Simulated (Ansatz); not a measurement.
# Ni (fcc): the equilibrium volume

Aim: the volume at which the pressure of Ni (fcc) vanishes. Whether the element takes this structure at low temperature is a separate question.

Method: DFT PBEsol, scalar-relativistic, plane waves, PAW, in Ansatz 0.2.0.

## 1. The structure to begin with

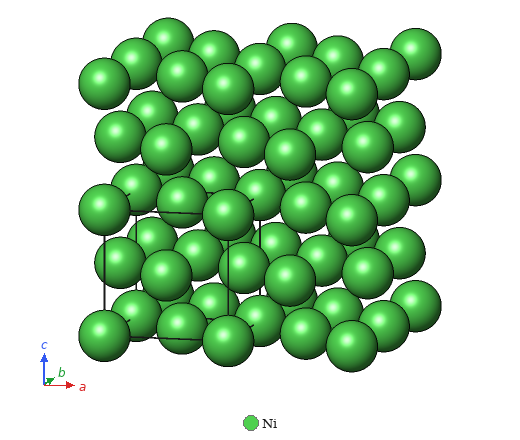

The starting structure, seen slightly off an axis (nickel green). 2×2×2 cells are drawn. Atoms on the faces are drawn again on the opposite ones. The cell drawn here is the conventional one, which holds 4 of the cells typed in the input.

Coordinates:

```
Ni
1.0
     0.00000    1.76000    1.76000
     1.76000    0.00000    1.76000
     1.76000    1.76000    0.00000
Ni
1
Cartesian
  0.0000 0.0000 0.0000
```

The moments start at Ni 0.80 μB.

## 2. At the starting volume

input.yaml reads:

```yaml
crystal:
  lattice:
    - [0.0, 1.76, 1.76]
    - [1.76, 0.0, 1.76]
    - [1.76, 1.76, 0.0]
  atoms:
    - { symbol: Ni, position: [0.0, 0.0, 0.0], spin: 0.8 }
basis:
  ecutwfc: 420
  ecutrho_ratio: 4
kpoints:
  mp_grid: { grid: [20, 20, 20] }
hamiltonian:
  xc: pbesol
scf:
  occupations: { method: gaussian, width: 0.05 }
output:
  forces: true
  stress: true
  eigenvalues: true
  populations: true
magnetization:
  spin_polarized: true
```

Log, cut to the lines that bear on the results:

```text
Warning: RAYON_NUM_THREADS=4 ignored (pool sized by the plan → 4); use --threads N
[...]
Pseudopotentials: kind: paw
Pseudopotential: Ni, paw, valence charge 18, recommended cutoff 420 eV (normal), Ni.paw.azcp
Functional definition: PBEsol
[...]
Crystal: 1 atoms, lattice volume = 10.904 Å³
Basis set: ecut = 420 eV, 181 PW (Γ), exchange–correlation on 36×36×36 points (8 copies of the dense FFT grid, shifted against one another)
Bands: 14, of which v1, the nominal top of the filled ones, is band 9 counted from 1 (8 counted from 0)
Symmetry: 48 space group operations
Space group: Fm-3m (ITA 225), of the structure as read, at distance tolerance 2.2e-5 Å
Magnetic group: BNS 225.116 (UNI 1618), of the structure as read, at distance tolerance 2.2e-5 Å
k-points: 256 of 8000
[...]
Starting moments: Σ|m| = 0.8 μB on 1 of 1 site
[...]
SCF iter   1: F=—  HF=-5804.402190 eV  |F-HF|=—  |Δ(HF+E_count)|=         —  Δρ=9.92e-2 (↑2.57e-2 ↓9.92e-2)  dr2=9.99e-1  dr2_m=1.40e-1  M=0.881 μB ∫|m|=0.941 μB  β_m=0.30  ethr=3.10e-3  ⟨swp⟩=5.7  Hψ=37599  notcnv=0
[...]
SCF iter  11: F=-5804.957744 eV  HF=-5804.957744 eV  |F-HF|=1.79e-9  |Δ(HF+E_count)|=   4.54e-9  Δρ=3.14e-6 (↑2.76e-6 ↓3.14e-6)  dr2=2.29e-9  dr2_m=6.67e-12  M=0.644 μB ∫|m|=0.730 μB  ethr=2.11e-11  ⟨swp⟩=3.8  Hψ=25278  notcnv=0
[...]
SCF converged after 11 iterations
Magnetization: 0.6444 μB (9.3222 up, 8.6778 down)
Absolute magnetization: 0.7304 μB (∫|ρ↑−ρ↓|, with the PAW one-centre terms)
Spin contamination: 0.0064 ħ² per cell (⟨S²⟩ above its minimum at these occupations)
Per-site moments (μB) at R_I (Å): [(0.681047937427807, 1.026719046282867)]
Free energy (F): -5804.957744 eV
[...]
E sigma→0 (E₀):  -5804.956682 eV
Entropy (-TS):   -0.002123 eV (-2.123 meV/atom)
Fermi energy:    17.957111 eV
[...]
--- Forces (eV/Å), atoms counted from 1 ---
  atom   1  Ni    -0.00000000    -0.00000000     0.00000000
[...]
--- Stress (GPa, compression-positive) ---
      -10.085964      -0.000000      -0.000000
       -0.000000     -10.085964      -0.000000
        0.000000       0.000000     -10.085964
  P = ⅓ Tr σ = -10.0860 GPa (-100.860 kbar)
--- Band table (eV; the first three rows and the last of 512) ---
  k-point 0 ↑: bands = ["-85.4232", "-45.8239", "-45.8239", "-45.8239", "8.7920", "15.4854", "15.4854", "15.4854", "16.6695", "16.6695", "41.3769", "45.3221", "45.3221", "45.3221"]
[...]
--- Löwdin populations: 1 site ---
  site symbol       q [e]    m [muB]
     0     Ni     17.7757     0.6741
  spilling = 0.012463 (of n_electrons = 18.000000)
```

Wall time 4.5 s (4 threads of an Arm CPU, shared host); peak memory 0.39 GiB.

This gives: volume 10.904 Å³/atom, pressure -10.09 GPa, no gap, moments in the atoms' spheres Ni 0.68 μB.

## 3. Stepping to 10.170 Å³/atom

Edit input.yaml of step 2 so:

```diff
@@ -2,7 +2,7 @@
   lattice:
-    - [0.0, 1.76, 1.76]
-    - [1.76, 0.0, 1.76]
-    - [1.76, 1.76, 0.0]
+    - [0.0, 1.7196339475, 1.7196339475]
+    - [1.7196339475, 0.0, 1.7196339475]
+    - [1.7196339475, 1.7196339475, 0.0]
   atoms:
-    - { symbol: Ni, position: [0.0, 0.0, 0.0], spin: 0.8 }
+    - { symbol: Ni, position: [0.0, 0.0, 0.0], spin: 0.75 }
 basis:
```

Log, cut to the lines that bear on the results:

```text
Warning: RAYON_NUM_THREADS=4 ignored (pool sized by the plan → 4); use --threads N
[...]
[... 3 set-up lines as earlier in the session ...]
[...]
Crystal: 1 atoms, lattice volume = 10.170 Å³
Basis set: ecut = 420 eV, 181 PW (Γ), exchange–correlation on 36×36×36 points (8 copies of the dense FFT grid, shifted against one another)
Bands: 14, of which v1, the nominal top of the filled ones, is band 9 counted from 1 (8 counted from 0)
[... 2 set-up lines as earlier in the session ...]
Magnetic group: BNS 225.116 (UNI 1618), of the structure as read, at distance tolerance 2.2e-5 Å
k-points: 256 of 8000
[...]
Starting moments: Σ|m| = 0.75 μB on 1 of 1 site
[...]
Absolute magnetization: 0.7099 μB (∫|ρ↑−ρ↓|, with the PAW one-centre terms)
Spin contamination: 0.0054 ħ² per cell (⟨S²⟩ above its minimum at these occupations)
Per-site moments (μB) at R_I (Å): [(0.6656817180049128, 1.0031709809845692)]
Free energy (F): -5804.971746 eV
[...]
E sigma→0 (E₀):  -5804.970735 eV
Entropy (-TS):   -0.002023 eV (-2.023 meV/atom)
Fermi energy:    19.597890 eV
[...]
--- Forces (eV/Å), atoms counted from 1 ---
  atom   1  Ni     0.00000000     0.00000000     0.00000000
[...]
--- Stress (GPa, compression-positive) ---
        4.999848       0.000000      -0.000000
       -0.000000       4.999848       0.000000
       -0.000000      -0.000000       4.999848
  P = ⅓ Tr σ = 4.9998 GPa (49.998 kbar)
--- Band table (eV; the first three rows and the last of 512) ---
  k-point 0 ↑: bands = ["-83.8990", "-44.2647", "-44.2647", "-44.2647", "9.9343", "16.9484", "16.9484", "16.9484", "18.2512", "18.2512", "43.5787", "48.0649", "48.0649", "48.0649"]
[...]
--- Löwdin populations: 1 site ---
  site symbol       q [e]    m [muB]
     0     Ni     17.7766     0.6591
  spilling = 0.012408 (of n_electrons = 18.000000)
```

It took 5.5 s on 4 threads of an Arm CPU, shared host; peak memory 0.39 GiB.

Read off: volume 10.170 Å³/atom, pressure 5.00 GPa, no gap, moments in the atoms' spheres Ni 0.67 μB.

## 4. Next volume: 10.384 Å³/atom

input.yaml reads:

```yaml
crystal:
  lattice:
    - [0.0, 1.7315663749, 1.7315663749]
    - [1.7315663749, 0.0, 1.7315663749]
    - [1.7315663749, 1.7315663749, 0.0]
  atoms:
    - { symbol: Ni, position: [0.0, 0.0, 0.0], spin: 0.73 }
basis:
  ecutwfc: 420
  ecutrho_ratio: 4
kpoints:
  mp_grid: { grid: [20, 20, 20] }
hamiltonian:
  xc: pbesol
scf:
  occupations: { method: gaussian, width: 0.05 }
output:
  forces: true
  stress: true
  eigenvalues: true
  populations: true
magnetization:
  spin_polarized: true
```

Log, cut to the lines that bear on the results:

```text
Warning: RAYON_NUM_THREADS=4 ignored (pool sized by the plan → 4); use --threads N
[...]
[... 3 set-up lines as earlier in the session ...]
[...]
Crystal: 1 atoms, lattice volume = 10.384 Å³
Basis set: ecut = 420 eV, 181 PW (Γ), exchange–correlation on 36×36×36 points (8 copies of the dense FFT grid, shifted against one another)
Bands: 14, of which v1, the nominal top of the filled ones, is band 9 counted from 1 (8 counted from 0)
[... 2 set-up lines as earlier in the session ...]
Magnetic group: BNS 225.116 (UNI 1618), of the structure as read, at distance tolerance 2.2e-5 Å
k-points: 256 of 8000
[...]
Starting moments: Σ|m| = 0.73 μB on 1 of 1 site
[...]
Absolute magnetization: 0.7168 μB (∫|ρ↑−ρ↓|, with the PAW one-centre terms)
Spin contamination: 0.0057 ħ² per cell (⟨S²⟩ above its minimum at these occupations)
Per-site moments (μB) at R_I (Å): [(0.6712696302117366, 1.0101319187572781)]
Free energy (F): -5804.974976 eV
[...]
E sigma→0 (E₀):  -5804.973944 eV
Entropy (-TS):   -0.002064 eV (-2.064 meV/atom)
Fermi energy:    19.096473 eV
[...]
--- Forces (eV/Å), atoms counted from 1 ---
  atom   1  Ni    -0.00000000     0.00000000     0.00000000
[...]
--- Stress (GPa, compression-positive) ---
       -0.041041      -0.000000      -0.000000
       -0.000000      -0.041041       0.000000
        0.000000       0.000000      -0.041041
  P = ⅓ Tr σ = -0.0410 GPa (-0.410 kbar)
--- Band table (eV; the first three rows and the last of 512) ---
  k-point 0 ↑: bands = ["-84.3651", "-44.7421", "-44.7421", "-44.7421", "9.5835", "16.5014", "16.5014", "16.5014", "17.7675", "17.7675", "42.9111", "47.2348", "47.2348", "47.2348"]
[...]
--- Löwdin populations: 1 site ---
  site symbol       q [e]    m [muB]
     0     Ni     17.7763     0.6646
  spilling = 0.012430 (of n_electrons = 18.000000)
```

Run time: 4.9 s. Hardware: 4 threads of an Arm CPU, shared host; peak memory 0.39 GiB.

This gives: volume 10.384 Å³/atom, pressure -0.04 GPa, no gap, moments in the atoms' spheres Ni 0.67 μB.

## 5. Pressure against volume so far

```
step   level      mesh  relaxed  volume (Å³/atom)  pressure (GPa)
   2  PBEsol  20×20×20  nothing            10.904          -10.09
   3  PBEsol  20×20×20  nothing            10.170            5.00
   4  PBEsol  20×20×20  nothing            10.384           -0.04
```

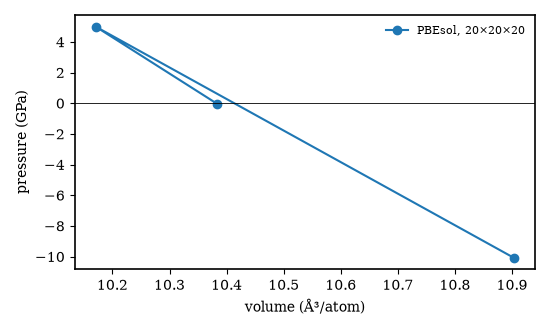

Pressure against volume, run by run.

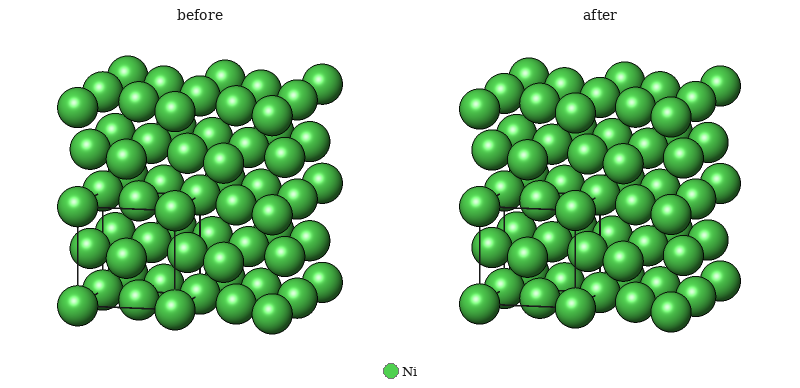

Before and after, drawn at the same scale. Drawn in the start's conventional cell.

How the cell compares, before and after:

| cell as typed | before | after | change |
| --- | --- | --- | --- |
| a (Å) | 2.489 | 2.449 | -1.6 % |
| b (Å) | 2.489 | 2.449 | -1.6 % |
| c (Å) | 2.489 | 2.449 | -1.6 % |
| volume (Å³/atom) | 10.904 | 10.384 | -4.8 % |
| shortest distance (Å) | 2.489 | 2.449 | -1.6 % |
| space group | Fm-3m | Fm-3m | same |

## 6. Results

| quantity | value |
| --- | --- |
| volume | 10.384 Å³/atom |
| pressure | -0.04 GPa |
| conventional cell | a = 3.463 Å, b = 3.463 Å, c = 3.463 Å, α = 90.00°, β = 90.00°, γ = 90.00° |
| gap on the mesh | none (metal) |
| spin moments in spheres | Ni 0.67 μB |

In words: From the first run shown, the volume went from 10.90 to 10.38 Å³/atom (-4.8 %) in 3 runs, where the pressure is zero within 0.04 GPa.
